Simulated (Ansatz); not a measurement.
SnTe

```
Sn Te
1.0
     3.15650   -3.15650    0.00000
     3.15650    3.15650    0.00000
     0.00000    0.00000    6.24987
Sn Te
2 2
Direct
  0.00000 0.00000 0.00000
  0.50000 0.50000 0.50000
  0.50000 0.50000 0.00000
  0.00000 0.00000 0.50000
```

Space group I4/mmm; changed on purpose from its base cell (zz strain of -1 %, PAW files).

The calculation used DFT, PBEsol, PAW with Ansatz's default frozen-core files, scalar-relativistic (Ansatz 0.2.0).

> What will maps of the valence pseudo-density and electron localisation function show?

Sn–Te (3.12 Å): ρ at the midpoint is about 0.23 e/Å³; the ELF peaks at about 0.65 in the valence shell of Te, 1.2 Å from its nucleus, and drops to about 0.35 between the two atoms.

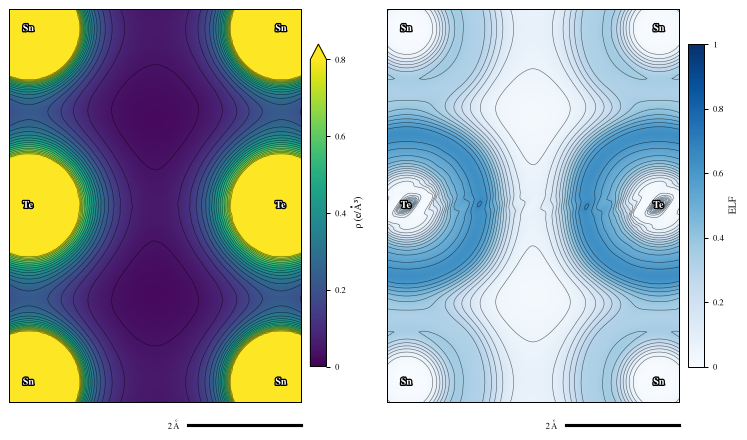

Computed valence pseudo-density and electron localisation function on the (100) plane of the conventional cell, in this order. 

Core electrons are frozen (PAW), and the valence fields are smoothed inside the atomic spheres.
